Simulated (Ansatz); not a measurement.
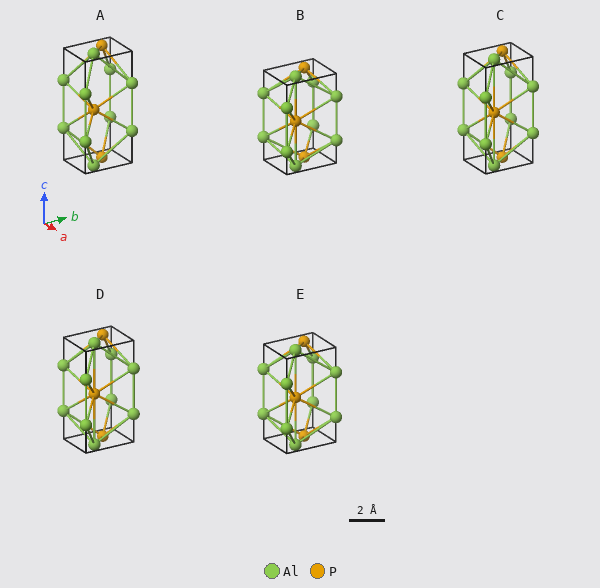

5 geometries from one relaxation of crystalline Al₃P₂ (a generated structure, set up in P-6m2), in shuffled order. Style: ball-and-stick. Shown: the cell of the calculation, slightly off an axis.

All numbers below come from DFT PBE, scalar-relativistic, plane waves, PAW (Ansatz). Settings: plane-wave cutoff 420 eV; k-point mesh 12 × 12 × 8; occupations gaussian; smearing width 0.1 eV; no spin polarisation; cell and atoms relaxed; force threshold 0.01 eV/Å; at most 80 steps.

Put them in the order of the run, from the start to the converged end.

Answer. B, E, D, C, A. They are steps 0, 2, 4, 7, 17, at +57.4 meV per atom, +32.7 meV per atom, +12.6 meV per atom, +6.8 meV per atom relative to the last. The largest moves relative to the cell, 0.21 Å, are those of Al atoms. P stays in place. The volume changes by +10.1 %, with a = b 4.254 → 3.994 Å (−6.1 %), c 5.224 → 6.528 Å (+25.0 %). Near-neighbour distances that change, for instance: Al–Al 2.660 → 3.735 Å, Al–P 2.612 → 3.264 Å, Al–Al 2.564 → 2.793 Å, Al–Al 2.793 → 2.967 Å. Bond angles that change, for instance: Al–P–Al 55.1° → 62.4°, Al–P–Al 100.3° → 95.6°. The space group stays P-6m2 (No. 187). The energy falls by 57.4 meV per atom in 12 accepted moves (17 points after the start). The largest force component goes from 0.29 to 0.001 eV/Å. The pressure goes from 3.25 to 0.00 GPa. The line search rejected the trial steps at points 11, 15 of the run. At 3 points the geometry stayed and the basis and grid were re-selected for the new cell (energy shift of 4.2 meV per atom at most each time).
